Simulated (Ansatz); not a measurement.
**Energy of MgB₂ along an even scaling of the cell**

System: MgB₂ (P6/mmm, 3 atoms in the cell).
Method: Kohn-Sham DFT of a periodic cell, LDA, all-electron LAPW, scalar-relativistic, no spin polarisation (Ansatz 0.2.0).

The 7 runs differ only in the geometry, by an even scaling of the cell at fixed fractional positions. The structure derives from an entry of the Crystallography Open Database.

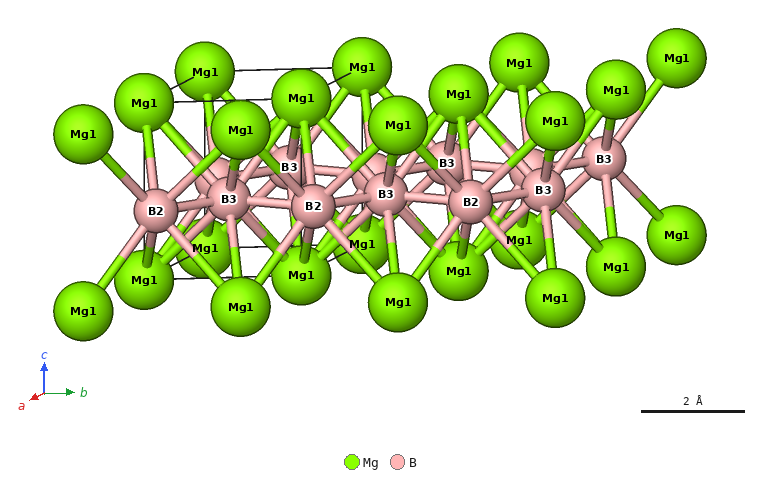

Figure 1. The structure of run 4 (ball-and-stick view of the cell of the calculation, repeated 2 × 3 × 1, seen slightly off an axis; atoms are numbered from 1 in the order of the input). An atom can appear more than once, as a periodic image.

### Input of run 4
```yaml
crystal:
  lattice:
    - [3.085, 0.0, 0.0]
    - [-1.5425, 2.6716883707, 0.0]
    - [0.0, 0.0, 3.523]
  atoms:
    - { symbol: Mg, position: [0.0, 0.0, 0.0] }
    - { symbol: B, position: [0.6666666667, 0.3333333333, 0.5] }
    - { symbol: B, position: [0.3333333333, 0.6666666667, 0.5] }
kpoints:
  mp_grid: { grid: [10, 10, 8] }
scf:
  occupations: { method: fermi_dirac, width: 0.05 }
hamiltonian:
  xc: lda
  pseudopotentials: { kind: all_electron, lapw: { basis_error: 0.002 } }
output:
  forces: true
  stress: true
  eigenvalues: true
```

Command:
```bash
ansatz run input.yaml --threads 2 --pin off --max-ram 6144MiB --backend cpu --events-out ev --progress --plain --runs-dir out
```

Run 5 differs from it as follows:
```diff
-    - [3.085, 0.0, 0.0]
-    - [-1.5425, 2.6716883707, 0.0]
-    - [0.0, 0.0, 3.523]
+    - [3.105431059, 0.0, 0.0]
+    - [-1.5527155295, 2.6893821868, 0.0]
+    - [0.0, 0.0, 3.5463318058]
```

### Results, with one run withheld

```tsv
run	volume per atom (Å³)	free energy per atom, from the lowest run given (meV)	pressure (GPa)
1	9.098	0.28	2.00
2	9.292	0.00	−1.46
3	9.485	3.71	−4.61
4	9.679	11.05	−7.47
5	9.873	?	?
6	10.066	35.31	−12.43
7	10.260	51.66	−14.58
```

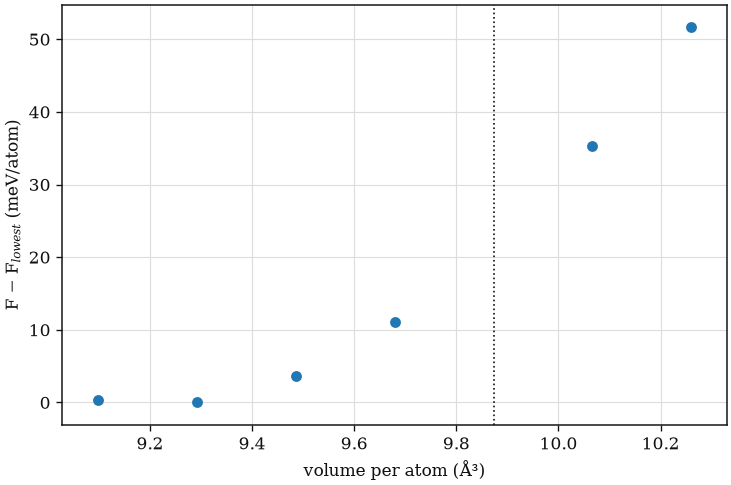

Figure 2. Free energy per atom of the runs given; the dotted line marks run 5.

Fit the runs given and predict run 5.

A cubic polynomial in V^(−2/3) (the Birch–Murnaghan form), fitted to the 6 runs given, misses them by at most 0.01 meV per atom. With x = V^(−2/3) − 0.22089 Å⁻², it reads F = 8.9814 − 2785.5 x + 2.0785e+05 x² − 1.4603e+05 x³ (meV per atom). At run 5 it gives 21.72 meV per atom, and the run itself gives 21.68. The slope of the fit gives a pressure −dF/dV of −10.08 GPa there, and the run prints −10.07 GPa. The fit has its minimum at 9.207 Å³ per atom, where V d²F/dV² gives 164 GPa. Cell shape and fractional positions are held, so this is the stiffness under even scaling; the relaxed bulk modulus wasn't computed.

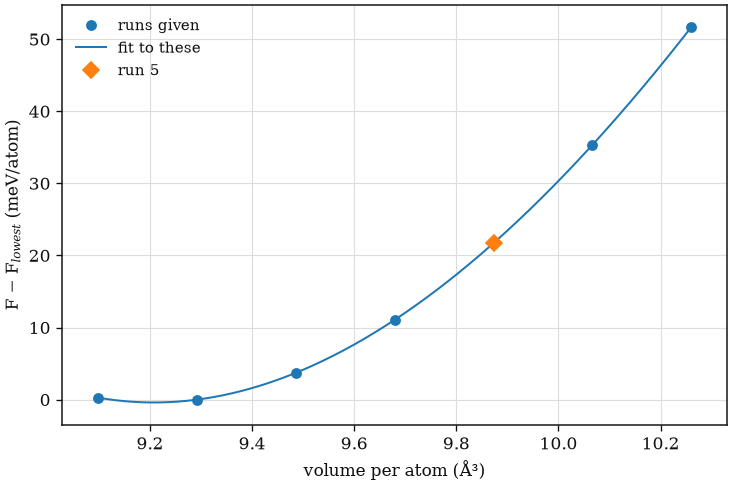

Figure 3. The fit and the withheld run.

### Output, shortened to warnings, some set-up lines, iterations and results (run 5)
```
Basis set: ecut = 268.31692912679074 eV, 291 PW (Γ), exchange–correlation at level 2
Symmetry: 24 space group operations
k-points: 70 of 800
Initial density: superposition of atomic densities (chi_scale 0.1, normalization cell, long waves kept (reshape's long-wave potential 0.00 eV rms))
[...]
SCF iter   1: F=—  HF=-6771.573324 eV  |F-HF|=—  |Δ(HF+E_count)|=         —  Δρ=8.51e-2  dr2=4.19e0  ethr=2.09e-2  ⟨swp⟩=2.0  Hψ=7095  notcnv=0
SCF iter   2: F=—  HF=-6770.488591 eV  |F-HF|=—  |Δ(HF+E_count)|=    1.08e0  Δρ=5.36e-2  dr2=1.83e0  ethr=2.09e-2  ⟨swp⟩=2.1  Hψ=2664  notcnv=0
SCF iter   3: F=—  HF=-6769.862891 eV  |F-HF|=—  |Δ(HF+E_count)|=   6.26e-1  Δρ=1.88e-2  dr2=1.83e-1  ethr=9.11e-4  ⟨swp⟩=2.0  Hψ=5318  notcnv=0
SCF iter   4: F=—  HF=-6769.795484 eV  |F-HF|=—  |Δ(HF+E_count)|=   6.74e-2  Δρ=1.97e-3  dr2=8.49e-4  ethr=9.11e-4  ⟨swp⟩=3.0  Hψ=3054  notcnv=0
SCF iter   5: F=—  HF=-6769.794918 eV  |F-HF|=—  |Δ(HF+E_count)|=   5.66e-4  Δρ=8.75e-4  dr2=3.71e-4  ethr=4.25e-6  ⟨swp⟩=3.0  Hψ=2659  notcnv=0  defer=1
SCF iter   6: F=—  HF=-6769.794798 eV  |F-HF|=—  |Δ(HF+E_count)|=   1.19e-4  Δρ=1.69e-4  dr2=1.45e-5  ethr=1.86e-6  ⟨swp⟩=2.8  Hψ=2478  notcnv=0
SCF iter   7: F=—  HF=-6769.794789 eV  |F-HF|=—  |Δ(HF+E_count)|=   9.07e-6  Δρ=1.61e-5  dr2=8.31e-8  ethr=7.23e-8  ⟨swp⟩=3.0  Hψ=2623  notcnv=0
SCF iter   8: F=-6769.794789 eV  HF=-6769.794789 eV  |F-HF|=6.95e-10  |Δ(HF+E_count)|=   3.80e-8  Δρ=2.11e-6  dr2=9.86e-10  ethr=4.16e-10  ⟨swp⟩=3.0  Hψ=2521  notcnv=0
SCF 1 converged in 8 iterations: F = -6769.794789 eV  dr2 = 9.86e-10
SCF converged after 8 iterations
Free energy (F): -6769.794789 eV
Harris-Foulkes:  -6769.794789 eV  (|F-HF|=6.95e-10)
Internal energy: -6769.788659 eV  (E = F + TS)
E sigma→0 (E₀):  -6769.791724 eV
Entropy (-TS):   -0.006130 eV (-2.043 meV/atom)
Fermi energy:    8.787598 eV
--- Per-component energies (eV) ---
  E_band       = -944.797662
  E_kinetic    = 6754.859792
  E_xc         = -633.807513
  E_electrostatic = -12890.840938  (all electrons and nuclei)
  E_smearing   = -0.006130  (= −TS)
  E_closure    = 0.000000  (closes the sum)
  E_atoms      = -6752.706543  (free atoms, spherical and without spin; not in F)
  Σ components = -6769.794789   (vs F -6769.794789, Δ=0.00e0)
  Basis errors (estimates in eV, not in F): energy 1.1e-3 per atom: plane waves 1.1e-3 (6.3e-4 summed), levels above the bands 2.4e-77, relativity 3.1e-9, radial functions 2.4e-5, core shells 1.8e-12; eigenvalues (radial functions only) 1.0e-5; not estimated: angular momenta, meshes, grids; target …
--- Forces (eV/Å), atoms counted from 1 ---
  atom   1  Mg     0.00000000     0.00000000     0.00000000
  atom   2  B     -0.00000000     0.00000000     0.00000000
  atom   3  B     -0.00000000    -0.00000000     0.00000000
  max |Σ_I F_I| component: 4.63e-17 eV/Å
--- Stress (GPa, compression-positive) ---
      -10.690049      -0.000000       0.000000
       -0.000000     -10.690049       0.000000
        0.000000       0.000000      -8.836491
  P = ⅓ Tr σ = -10.0722 GPa (-100.722 kbar)
```
